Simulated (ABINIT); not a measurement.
CdSe: geometry relaxation (part 2 of 2)

The same run, continued: CdSe (F-43m, 2 atoms in the cell); Kohn-Sham DFT of a periodic cell, PBEsol, PseudoDojo NC SR PBEsol v0.4.1 standard, no spin polarisation (ABINIT 10.8.3); cutoff 1387.78 eV, 6×6×6 k-mesh, fermi-dirac of 0.05 eV. The structure derives from a Materials Project entry.

Geometry of the input (Å; fractional positions):
```
0.0000  3.0703  3.0703
3.0703  0.0000  3.0703
3.0703  3.0703  0.0000
Cd 0.0000  0.0000  0.0000
Se 0.2500  0.2500  0.2500
```

Output, continued
```
 Cartesian coordinates (xcart) [bohr]
 -3.62067935068718E-31 -3.62067935068718E-31  1.08620380520615E-30
  2.89695744420183E+00  2.89695744420183E+00  2.89695744420183E+00
 Reduced coordinates (xred)
  9.37366034993161E-32  9.37366034993161E-32 -1.56227672498860E-31
  2.50000000000000E-01  2.50000000000000E-01  2.50000000000000E-01
 Cartesian forces (fcart) [Ha/bohr]; max,rms= 6.17229E-30 3.99383E-30 (free atoms)
  1.81537796214414E-30  2.54152914700180E-30 -6.17228507129008E-30
 -1.81537796214414E-30 -2.54152914700180E-30  6.17228507129008E-30
 Gradient of E wrt nuclear positions in reduced coordinates (gred)
  2.10362908058936E-29  2.52435489670724E-29 -2.52435489670724E-29
 -2.10362908058936E-29 -2.52435489670724E-29  2.52435489670724E-29
 Scale of Primitive Cell (acell) [bohr]
  8.19383301441584E+00  8.19383301441584E+00  8.19383301441584E+00
 Real space primitive translations (rprimd) [bohr]
  0.00000000000000E+00  5.79391488840365E+00  5.79391488840365E+00
  5.79391488840365E+00  0.00000000000000E+00  5.79391488840365E+00
  5.79391488840365E+00  5.79391488840365E+00  0.00000000000000E+00
 Unitary Cell Volume (ucvol) [Bohr^3]=  3.88997069219440E+02
 Angles (23,13,12)= [degrees]
  6.00000000000000E+01  6.00000000000000E+01  6.00000000000000E+01
 Lengths [Bohr]
  8.19383301441584E+00  8.19383301441584E+00  8.19383301441584E+00
 Stress tensor in cartesian coordinates (strten) [Ha/bohr^3]
  3.97135854804057E-05  0.00000000000000E+00  0.00000000000000E+00
  0.00000000000000E+00  3.97135854804075E-05  0.00000000000000E+00
  0.00000000000000E+00  0.00000000000000E+00  3.97135854804075E-05
 Total energy (etotal) [Ha]= -2.96358606862003E+02

 Difference of energy with previous step (new-old):
           Absolute (Ha)=-6.98550E-05
           Relative     =-2.35711E-07

--- Iteration: ( 3/50) Internal Cycle: (1/1)
--------------------------------------------------------------------------------

---SELF-CONSISTENT-FIELD CONVERGENCE--------------------------------------------

--- !BeginCycle
iteration_state: {dtset: 1, itime: 3, icycle: 1, }
solver: {iscf: 7, nstep: 80, nline: 4, wfoptalg: 0, }
tolerances: {tolvrs: 1.00E-12, }
...

     iter   Etot(hartree)      deltaE(h)  residm     vres2
 ETOT  1  -296.30704237226    -2.963E+02 7.925E-04 9.964E+02
 ETOT  2  -296.34372713374    -3.668E-02 1.526E-04 1.073E+02
 ETOT  3  -296.35562525865    -1.190E-02 3.837E-04 5.410E+01
 ETOT  4  -296.35869802281    -3.073E-03 2.009E-04 3.559E+00
 ETOT  5  -296.35877980262    -8.178E-05 1.148E-04 1.736E-01
 ETOT  6  -296.35879135323    -1.155E-05 3.644E-05 2.291E-03
 ETOT  7  -296.35879148394    -1.307E-07 1.373E-05 4.357E-05
 ETOT  8  -296.35879148721    -3.261E-09 4.504E-06 9.014E-07
 ETOT  9  -296.35879148725    -4.394E-11 2.300E-06 3.828E-08
 ETOT 10  -296.35879148727    -2.422E-11 7.693E-07 4.470E-09
 ETOT 11  -296.35879148730    -2.439E-11 4.224E-07 3.153E-10
 ETOT 12  -296.35879148727     2.962E-11 1.419E-07 2.355E-11
 ETOT 13  -296.35879148726     3.297E-12 8.835E-08 1.200E-13

 At SCF step   13       vres2   =  1.20E-13 < tolvrs=  1.00E-12 =>converged.

 Cartesian components of stress tensor (hartree/bohr^3)
  sigma(1 1)= -1.56699741E-06  sigma(3 2)=  0.00000000E+00
  sigma(2 2)= -1.56699741E-06  sigma(3 1)=  0.00000000E+00
  sigma(3 3)= -1.56699741E-06  sigma(2 1)=  0.00000000E+00

--- !ResultsGS
iteration_state: {dtset: 1, itime: 3, icycle: 1, }
comment   : Summary of ground state results
lattice_vectors:
- [  0.0000000,   5.7466356,   5.7466356, ]
- [  5.7466356,   0.0000000,   5.7466356, ]
- [  5.7466356,   5.7466356,   0.0000000, ]
lattice_lengths: [   8.12697,    8.12697,    8.12697, ]
lattice_angles: [ 60.000,  60.000,  60.000, ] # degrees, (23, 13, 12)
lattice_volume:   3.7955173E+02
convergence: {deltae:  3.297E-12, res2:  1.200E-13, residm:  8.835E-08, diffor: null, }
etotal    :  -2.96358791E+02
entropy   :   0.00000000E+00
fermie    :   1.52653923E-01
cartesian_stress_tensor: # hartree/bohr^3
- [ -1.56699741E-06,   0.00000000E+00,   0.00000000E+00, ]
- [  0.00000000E+00,  -1.56699741E-06,   0.00000000E+00, ]
- [  0.00000000E+00,   0.00000000E+00,  -1.56699741E-06, ]
pressure_GPa:   4.6103E-02
xred      :
- [ -3.1253E-30,  -3.9837E-30,   6.0672E-30, Cd]
- [  2.5000E-01,   2.5000E-01,   2.5000E-01, Se]
cartesian_forces: # hartree/bohr
- [ -0.00000000E+00,  -0.00000000E+00,  -0.00000000E+00, ]
- [ -0.00000000E+00,  -0.00000000E+00,  -0.00000000E+00, ]
force_length_stats: {min:   0.00000000E+00, max:   0.00000000E+00, mean:   0.00000000E+00, }
...

 Integrated electronic density in atomic spheres:
 ------------------------------------------------
 Atom  Sphere_radius  Integrated_density
    1        2.00000         17.16656284
    2        2.00000         13.24834287

---OUTPUT-----------------------------------------------------------------------

 Cartesian coordinates (xcart) [bohr]
  1.19732701688115E-29  1.69062235971906E-29 -4.08527639348136E-29
  2.87331780273116E+00  2.87331780273116E+00  2.87331780273116E+00
 Reduced coordinates (xred)
 -3.12529042839360E-30 -3.98369763689838E-30  6.06722458916078E-30
  2.50000000000000E-01  2.50000000000000E-01  2.50000000000000E-01
 Cartesian forces (fcart) [Ha/bohr]; max,rms= 0.00000E+00 0.00000E+00 (free atoms)
 -0.00000000000000E+00 -0.00000000000000E+00 -0.00000000000000E+00
 -0.00000000000000E+00 -0.00000000000000E+00 -0.00000000000000E+00
 Gradient of E wrt nuclear positions in reduced coordinates (gred)
  0.00000000000000E+00  0.00000000000000E+00  0.00000000000000E+00
  0.00000000000000E+00  0.00000000000000E+00  0.00000000000000E+00
 Scale of Primitive Cell (acell) [bohr]
  8.12697001126093E+00  8.12697001126093E+00  8.12697001126093E+00
 Real space primitive translations (rprimd) [bohr]
  0.00000000000000E+00  5.74663560546232E+00  5.74663560546232E+00
  5.74663560546232E+00  0.00000000000000E+00  5.74663560546232E+00
  5.74663560546232E+00  5.74663560546232E+00  0.00000000000000E+00
 Unitary Cell Volume (ucvol) [Bohr^3]=  3.79551728668119E+02
 Angles (23,13,12)= [degrees]
  6.00000000000000E+01  6.00000000000000E+01  6.00000000000000E+01
 Lengths [Bohr]
  8.12697001126093E+00  8.12697001126093E+00  8.12697001126093E+00
 Stress tensor in cartesian coordinates (strten) [Ha/bohr^3]
 -1.56699740681485E-06  0.00000000000000E+00  0.00000000000000E+00
  0.00000000000000E+00 -1.56699740681832E-06  0.00000000000000E+00
  0.00000000000000E+00  0.00000000000000E+00 -1.56699740681311E-06
 Total energy (etotal) [Ha]= -2.96358791487265E+02

 Difference of energy with previous step (new-old):
           Absolute (Ha)=-1.84625E-04
           Relative     =-6.22979E-07

--- Iteration: ( 4/50) Internal Cycle: (1/1)
--------------------------------------------------------------------------------

---SELF-CONSISTENT-FIELD CONVERGENCE--------------------------------------------

--- !BeginCycle
iteration_state: {dtset: 1, itime: 4, icycle: 1, }
solver: {iscf: 7, nstep: 80, nline: 4, wfoptalg: 0, }
tolerances: {tolvrs: 1.00E-12, }
...

     iter   Etot(hartree)      deltaE(h)  residm     vres2
 ETOT  1  -296.35870709589    -2.964E+02 2.275E-06 1.554E+00
 ETOT  2  -296.35876441023    -5.731E-05 2.950E-07 1.985E-01
 ETOT  3  -296.35878745013    -2.304E-05 6.132E-07 7.143E-02
 ETOT  4  -296.35879162373    -4.174E-06 2.928E-07 4.717E-03
 ETOT  5  -296.35879174359    -1.199E-07 6.291E-07 1.783E-04
 ETOT  6  -296.35879175325    -9.653E-09 1.584E-08 7.990E-07
 ETOT  7  -296.35879175329    -4.769E-11 7.394E-08 5.354E-08
 ETOT  8  -296.35879175332    -2.183E-11 2.165E-09 7.407E-10
 ETOT  9  -296.35879175331     7.560E-12 1.284E-08 4.386E-11
 ETOT 10  -296.35879175329     1.739E-11 4.190E-10 2.419E-12
 ETOT 11  -296.35879175331    -2.308E-11 2.327E-09 3.801E-13

 At SCF step   11       vres2   =  3.80E-13 < tolvrs=  1.00E-12 =>converged.

 Cartesian components of stress tensor (hartree/bohr^3)
  sigma(1 1)=  6.16124406E-08  sigma(3 2)=  0.00000000E+00
  sigma(2 2)=  6.16124406E-08  sigma(3 1)=  0.00000000E+00
  sigma(3 3)=  6.16124406E-08  sigma(2 1)=  0.00000000E+00

--- !ResultsGS
iteration_state: {dtset: 1, itime: 4, icycle: 1, }
comment   : Summary of ground state results
lattice_vectors:
- [  0.0000000,   5.7483883,   5.7483883, ]
- [  5.7483883,   0.0000000,   5.7483883, ]
- [  5.7483883,   5.7483883,   0.0000000, ]
lattice_lengths: [   8.12945,    8.12945,    8.12945, ]
lattice_angles: [ 60.000,  60.000,  60.000, ] # degrees, (23, 13, 12)
lattice_volume:   3.7989913E+02
convergence: {deltae: -2.308E-11, res2:  3.801E-13, residm:  2.327E-09, diffor: null, }
etotal    :  -2.96358792E+02
entropy   :   0.00000000E+00
fermie    :   1.52252923E-01
cartesian_stress_tensor: # hartree/bohr^3
- [  6.16124406E-08,   0.00000000E+00,   0.00000000E+00, ]
- [  0.00000000E+00,   6.16124406E-08,   0.00000000E+00, ]
- [  0.00000000E+00,   0.00000000E+00,   6.16124406E-08, ]
pressure_GPa:  -1.8127E-03
xred      :
- [ -3.0233E-30,  -3.8545E-30,   5.8701E-30, Cd]
- [  2.5000E-01,   2.5000E-01,   2.5000E-01, Se]
cartesian_forces: # hartree/bohr
- [  3.58632085E-29,  -1.68337509E-29,  -2.56165775E-29, ]
- [ -3.58632085E-29,   1.68337509E-29,   2.56165775E-29, ]
force_length_stats: {min:   4.71778967E-29, max:   4.71778967E-29, mean:   4.71778967E-29, }
...

 Integrated electronic density in atomic spheres:
 ------------------------------------------------
 Atom  Sphere_radius  Integrated_density
    1        2.00000         17.16025097
    2        2.00000         13.24120507

---OUTPUT-----------------------------------------------------------------------

 Cartesian coordinates (xcart) [bohr]
  1.15861806478877E-29  1.63643420802329E-29 -3.95367033760084E-29
  2.87419417467274E+00  2.87419417467274E+00  2.87419417467274E+00
 Reduced coordinates (xred)
 -3.02332930825914E-30 -3.85454688472807E-30  5.87009975690083E-30
  2.50000000000000E-01  2.50000000000000E-01  2.50000000000000E-01
 Cartesian forces (fcart) [Ha/bohr]; max,rms= 3.58632E-29 2.72382E-29 (free atoms)
  3.58632084976010E-29 -1.68337509274454E-29 -2.56165774982864E-29
 -3.58632084976010E-29  1.68337509274454E-29  2.56165774982864E-29
 Gradient of E wrt nuclear positions in reduced coordinates (gred)
  2.44020973348366E-28 -5.89016142565022E-29 -1.09388712190647E-28
 -2.44020973348366E-28  5.89016142565022E-29  1.09388712190647E-28
 Scale of Primitive Cell (acell) [bohr]
  8.12944876543188E+00  8.12944876543188E+00  8.12944876543188E+00
 Real space primitive translations (rprimd) [bohr]
  0.00000000000000E+00  5.74838834934549E+00  5.74838834934549E+00
  5.74838834934549E+00  0.00000000000000E+00  5.74838834934549E+00
  5.74838834934549E+00  5.74838834934549E+00  0.00000000000000E+00
 Unitary Cell Volume (ucvol) [Bohr^3]=  3.79899128403954E+02
 Angles (23,13,12)= [degrees]
  6.00000000000000E+01  6.00000000000000E+01  6.00000000000000E+01
 Lengths [Bohr]
  8.12944876543188E+00  8.12944876543188E+00  8.12944876543188E+00
 Stress tensor in cartesian coordinates (strten) [Ha/bohr^3]
  6.16124406407209E-08  0.00000000000000E+00  0.00000000000000E+00
  0.00000000000000E+00  6.16124406407209E-08  0.00000000000000E+00
  0.00000000000000E+00  0.00000000000000E+00  6.16124406441904E-08
 Total energy (etotal) [Ha]= -2.96358791753315E+02

 Difference of energy with previous step (new-old):
           Absolute (Ha)=-2.66050E-07
           Relative     =-8.97728E-10

 At Broyd/MD step   4, gradients are converged :
  max grad (force/stress) = 6.1612E-06 < tolmxf= 2.0000E-05 ha/bohr (free atoms)

================================================================================

 ----iterations are completed or convergence reached----

 Mean square residual over all n,k,spin=   68.689E-13; max=  23.271E-10
 reduced coordinates (array xred) for    2 atoms
      -0.000000000000     -0.000000000000      0.000000000000
       0.250000000000      0.250000000000      0.250000000000
 rms dE/dt=  2.1672E-28; max dE/dt=  2.0195E-28; dE/dt below (all hartree)
    1       0.000000000000      0.000000000000     -0.000000000000
    2      -0.000000000000      0.000000000000      0.000000000000

 cartesian coordinates (angstrom) at end:
    1      0.00000000000000     0.00000000000000    -0.00000000000000
    2      1.52095805591514     1.52095805591514     1.52095805591514

 cartesian forces (hartree/bohr) at end:
    1      0.00000000000000    -0.00000000000000    -0.00000000000000
    2     -0.00000000000000     0.00000000000000     0.00000000000000
 frms,max,avg= 2.7238171E-29 3.5863208E-29   0.000E+00  0.000E+00  0.000E+00 h/b

 cartesian forces (eV/Angstrom) at end:
    1      0.00000000000000    -0.00000000000000    -0.00000000000000
    2     -0.00000000000000     0.00000000000000     0.00000000000000
 frms,max,avg= 1.4006431E-27 1.8441603E-27   0.000E+00  0.000E+00  0.000E+00 e/A
 length scales=  8.129448765432  8.129448765432  8.129448765432 bohr
              =  4.301919020952  4.301919020952  4.301919020952 angstroms
 Fermi (or HOMO) energy (hartree) =   0.15225   Average Vxc (hartree)=  -0.35206
 Eigenvalues (hartree) for nkpt=  16  k points:
 kpt#   1, nband= 22, wtk=  0.00463, kpt=  0.0000  0.0000  0.0000 (reduced coord)
  -3.58959   -2.15985   -2.15985   -2.15985   -1.57586   -1.57586   -1.57586   -1.57571
  -1.57571   -0.32137   -0.14815   -0.14815   -0.14815   -0.13420   -0.13420    0.14239
   0.14239    0.14239    0.15993    0.35802    0.35802    0.35802
      occupation numbers for kpt#   1
   2.00000    2.00000    2.00000    2.00000    2.00000    2.00000    2.00000    2.00000
   2.00000    2.00000    2.00000    2.00000    2.00000    2.00000    2.00000    1.99071
   1.99071    1.99071    0.03015    0.00000    0.00000    0.00000
 prteigrs : prtvol=0 or 1, do not print more k-points.

--- !EnergyTerms
iteration_state     : {dtset: 1, itime: 4, icycle: 1, }
comment             : Components of total free energy in Hartree
kinetic             :  1.39760274637930E+02
hartree             :  1.00637977953861E+02
xc                  : -4.80320046622567E+01
Ewald energy        : -1.53125899272162E+02
psp_core            :  4.96987894800439E+00
local_psp           : -2.92085653805321E+02
non_local_psp       : -4.84833625042980E+01
internal            : -2.96358788704243E+02
'-kT*entropy'       : -3.04907182577452E-06
total_energy        : -2.96358791753315E+02
total_energy_eV     : -8.06433354979169E+03
band_energy         : -3.74946097793302E+01
...

 Cartesian components of stress tensor (hartree/bohr^3)
  sigma(1 1)=  6.16124406E-08  sigma(3 2)=  0.00000000E+00
  sigma(2 2)=  6.16124406E-08  sigma(3 1)=  0.00000000E+00
  sigma(3 3)=  6.16124406E-08  sigma(2 1)=  0.00000000E+00

-Cartesian components of stress tensor (GPa)         [Pressure= -1.8127E-03 GPa]
- sigma(1 1)=  1.81270059E-03  sigma(3 2)=  0.00000000E+00
- sigma(2 2)=  1.81270059E-03  sigma(3 1)=  0.00000000E+00
- sigma(3 3)=  1.81270059E-03  sigma(2 1)=  0.00000000E+00

== END DATASET(S) ==============================================================
================================================================================

 -outvars: echo values of variables after computation  --------
            acell      8.1294487654E+00  8.1294487654E+00  8.1294487654E+00 Bohr
           etotal     -2.9635879175E+02
            fcart      3.5863208498E-29 -1.6833750927E-29 -2.5616577498E-29
                      -3.5863208498E-29  1.6833750927E-29  2.5616577498E-29
            rprim      0.0000000000E+00  7.0710678119E-01  7.0710678119E-01
                       7.0710678119E-01  0.0000000000E+00  7.0710678119E-01
                       7.0710678119E-01  7.0710678119E-01  0.0000000000E+00
           strten      6.1612440641E-08  6.1612440641E-08  6.1612440644E-08
                       0.0000000000E+00  0.0000000000E+00  0.0000000000E+00
           xangst      6.1311427561E-30  8.6596368944E-30 -2.0921922407E-29
                       1.5209580559E+00  1.5209580559E+00  1.5209580559E+00
             xred     -3.0233293083E-30 -3.8545468847E-30  5.8700997569E-30
                       2.5000000000E-01  2.5000000000E-01  2.5000000000E-01
 Calculation completed.
```

Trajectory as extended XYZ (Å, eV, eV/Å), 4 frames, from step=0 to step=3
```
2
Lattice="0.0000 3.0703 3.0703 3.0703 0.0000 3.0703 3.0703 3.0703 0.0000" Properties=species:S:1:pos:R:3:forces:R:3 step=0 energy=-8064.32662
Cd    0.0000    0.0000    0.0000    0.0000   0.0000   0.0000
Se    1.5351    1.5351    1.5351    0.0000   0.0000   0.0000
2
Lattice="0.0000 3.0660 3.0660 3.0660 0.0000 3.0660 3.0660 3.0660 0.0000" Properties=species:S:1:pos:R:3:forces:R:3 step=1 energy=-8064.32852
Cd    0.0000    0.0000    0.0000    0.0000   0.0000   0.0000
Se    1.5330    1.5330    1.5330    0.0000   0.0000   0.0000
2
Lattice="0.0000 3.0410 3.0410 3.0410 0.0000 3.0410 3.0410 3.0410 0.0000" Properties=species:S:1:pos:R:3:forces:R:3 step=2 energy=-8064.33354
Cd    0.0000    0.0000    0.0000    0.0000   0.0000   0.0000
Se    1.5205    1.5205    1.5205    0.0000   0.0000   0.0000
2
Lattice="0.0000 3.0419 3.0419 3.0419 0.0000 3.0419 3.0419 3.0419 0.0000" Properties=species:S:1:pos:R:3:forces:R:3 step=3 energy=-8064.33355
Cd    0.0000    0.0000    0.0000    0.0000   0.0000   0.0000
Se    1.5210    1.5210    1.5210    0.0000   0.0000   0.0000
```

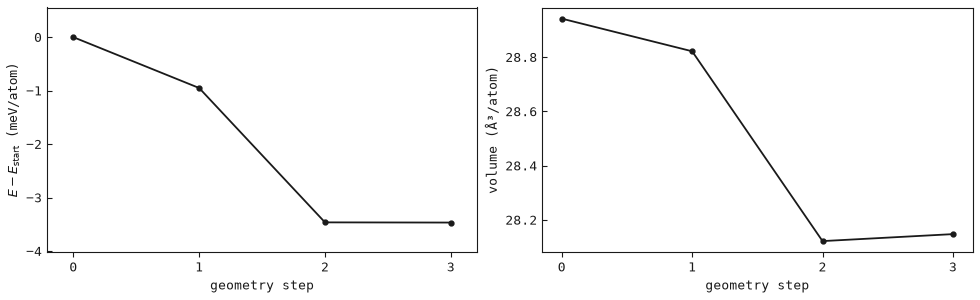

Figure 1. Progress of the relaxation, step by step (steps are counted from 0).

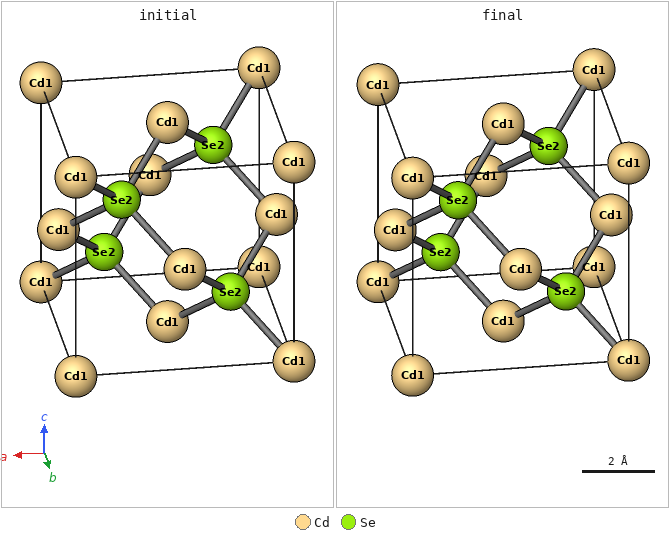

Figure 2. Before (left) and after (right) the relaxation, at one scale (ball-and-stick view of the cell 4 times as large as that of the calculation, set on its symmetry axes, seen at an oblique angle). No atom moves by more than 0.005 Å relative to the cell. The drawn cell changes as follows: a = b = c 6.141 → 6.084 Å (−0.9 %); the volume changes by −2.7 %. Among the contacts that change: Cd1–Se2 2.659 → 2.634 Å. The space group stays F-43m (No. 216). After 3 geometry steps the energy has fallen by 3.5 meV per atom. All forces vanish by symmetry, so only the cell relaxes. (Atoms are counted from 1 in the order of the input.)

Key numbers

```csv
quantity,value
outcome,converged
space group (tolerance 0.01 Å),F-43m (216)
electrons treated,36
free energy,−8064.3335 eV
Fermi energy,4.143 eV
gap on the k-point mesh,0.48 eV
pressure,0.00 GPa
final volume,56.30 Å³
largest force (length of the vector) at the end,under 0.001 eV/Å
final cell,"a = 4.302 Å, b = 4.302 Å, c = 4.302 Å, α = 60.00°, β = 60.00°, γ = 60.00°"
hardware,"4 threads of Arm Neoverse V1, 24 GiB of memory available, shared host"
wall time,2.7 min (CPU time 11 min)
peak memory,0.56 GiB
```
